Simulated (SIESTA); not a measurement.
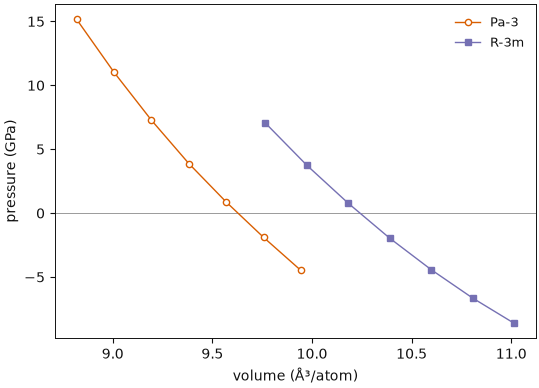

The picture above shows the pressure against volume, with one curve for each structure, for MgO₂.

Method: DFT in numerical atomic orbitals with pseudopotentials, no spin polarisation; energies at scaled volumes of the given cell, shape and fractions fixed, counted from the fit's minimum, third-order Birch-Murnaghan fit (SIESTA 5.4.2). Level: PBEsol.

| setting | value |
| --- | --- |
| occupations | Fermi–Dirac |
| smearing width | 0.05 eV |
| potentials | PseudoDojo 0.4 standard, converted to PSML, two zetas on semicore shells |

Settings that differ: Pa-3: k mesh 4×4×4; R-3m: k mesh 10×10×10.

**Order the curves by fitted equilibrium volume, smallest first.**

Pa-3 9.625, R-3m 10.237 Å³/atom.

**Order the curves by fitted bulk modulus, smallest first.**

R-3m 137.3, Pa-3 144.7 GPa.

**For Pa-3: what does the pressure do across the range?**

It falls from 15.16 GPa at volume 8.8189 Å³/atom to −4.49 GPa at 9.9447 Å³/atom, and changes sign near 9.63 Å³/atom.

**For R-3m: how does the pressure vary with volume?**

It falls from 7.04 GPa at volume 9.77 Å³/atom to −8.61 GPa at 11.01 Å³/atom, and changes sign near 10.24 Å³/atom.

Limits of the calculation: mulliken charges of long orbitals; shape and atomic fractions are frozen while scaling, which makes layered, chain and framework solids too stiff.
